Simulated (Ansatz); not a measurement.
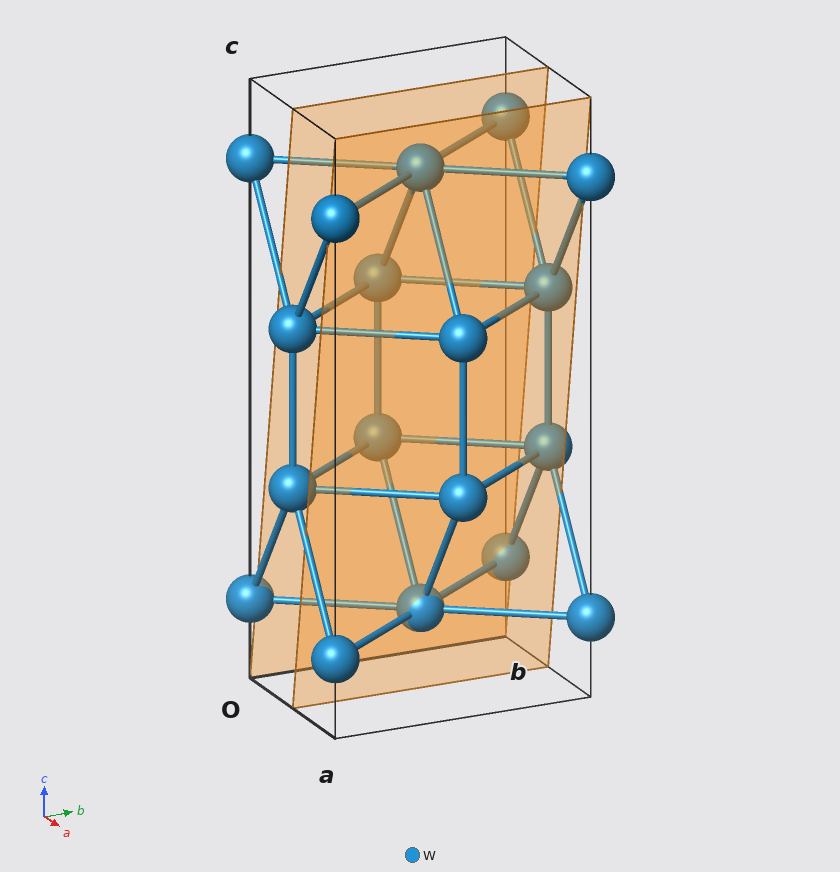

For W, the end point of a relaxation with DFT r2SCAN, scalar-relativistic, plane waves, PAW (Ansatz); the starting structure was generated, so it need not be a known form of this composition: every member of one family of equally spaced planes, hx + ky + lz = a whole number, that cuts the unit cell is shaded (one member passes through the origin O). Symmetry computed with spglib at a tolerance of 0.002 Å; standard conventional cell.

a = 3.064 Å, b = 4.404 Å, c = 9.915 Å, α = 90.00°, β = 90.00°, γ = 90.00°.

**What are the Miller indices?**

(2 0 −1); the opposite sign names the same planes. The member next to the origin meets the axes a at 1/2, b never, c at −1.

**What is the spacing?**

d = 1.514 Å.

**Which atoms of the cell lie in these planes (within 0.03 Å)?**

No atom.

**The space group is Fmmm (No. 69). How many reflections hkl are equivalent to this one (itself included), and does it occur?**

4 reflections are equivalent in the Laue class mmm. The reflection is systematically absent, by the centring.
